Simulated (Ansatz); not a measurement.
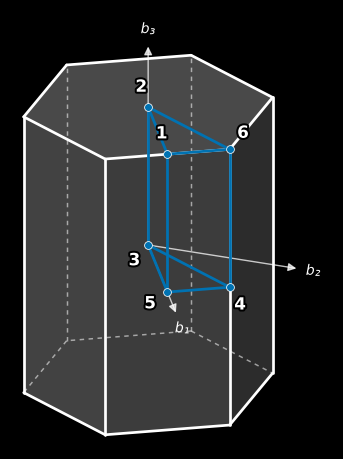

The first Brillouin zone of a primitive hexagonal lattice (hP; extended symbol hP2) is drawn with its special points numbered. Crystal: Ti, the input geometry of an electronic-structure calculation (not necessarily at equilibrium). All values are computed from the atomic coordinates in the standard setting (tolerance 0.002 Å).

a = 4.567 Å, b = 4.567 Å, c = 2.826 Å, α = 90.00°, β = 90.00°, γ = 120.00°.

Labels and path follow the convention of Hinuma et al. (2017), as computed by seekpath; the arrows show the directions of the reciprocal primitive vectors b₁, b₂, b₃, in which coordinates are given.

Q: Which special point is each number?

A:
```tsv
no.	label	coordinates
1	L	(1/2, 0, 1/2)
2	A	(0, 0, 1/2)
3	Γ	(0, 0, 0)
4	K	(1/3, 1/3, 0)
5	M	(1/2, 0, 0)
6	H	(1/3, 1/3, 1/2)
```
